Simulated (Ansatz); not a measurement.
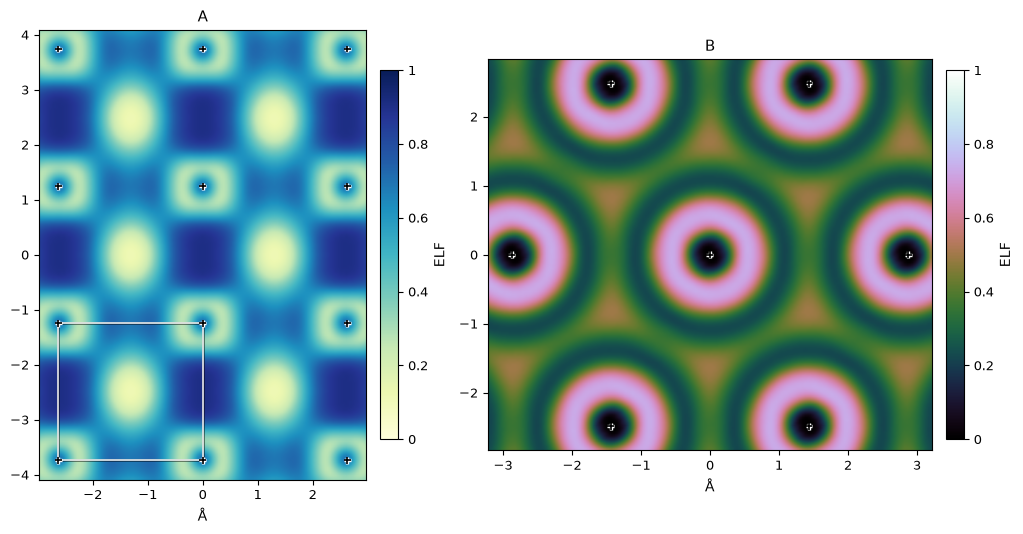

The electron localisation function of 2 systems, each on a plane through atoms (crosses mark nuclei in the plane).

Theory: Ansatz 0.2.0, DFT r2SCAN, scalar-relativistic, plane waves, PAW.

System 1: W, the (001) plane of the calculation cell. Space group Fm-3m; computed pressure about −9 GPa in this cell.

System 2: Si, the (010) plane of the conventional cell. Space group P6/mmm; a structure from a database of computed crystals, not necessarily the ambient phase.

> Match each panel to its system.

Panel A is system 2, Si: the plane holds Si. Si–Si (2.49 Å): the ELF peaks at about 0.90 between the atoms. Panel B is system 1, W: the plane holds W. W–W (2.87 Å): the ELF is about 0.35 at the midpoint.
